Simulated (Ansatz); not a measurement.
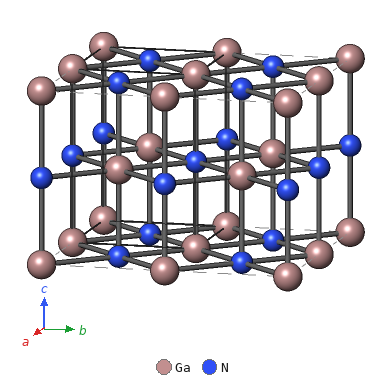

An orthographic ball-and-stick view of the structure, slightly off an axis. Shown are 2×2×1 repeats of the conventional unit cell, one of them outlined in solid lines.

GaN, space group Immm (No. 71), a = 2.96 Å, b = 3.08 Å, c = 4.27 Å, α = 90.00°, β = 90.00°, γ = 90.00°.

Level of theory and settings: DFT PBE, scalar-relativistic, plane waves, PAW (Ansatz 0.2.0), plane waves to 420 eV, k-points about 0.18 Å⁻¹ apart, Gaussian smearing of 0.05 eV, no spin polarisation.

Classify it as metallic or gapped, with the value.

Answer. A semiconductor at this level, with a gap of 0.19 eV on the k-mesh (the true edges may lie between mesh points, so the gap can be somewhat smaller).

Under what pressure is the structure?

Answer. The computed pressure is -0.2 GPa (stretched: it would shrink). The stress isn't hydrostatic: its largest component is 7.7 GPa.

The structure was taken from a structure listed in the Materials Project. The cell was then strained or its atoms displaced on purpose. A calculation with Ansatz used it as input.
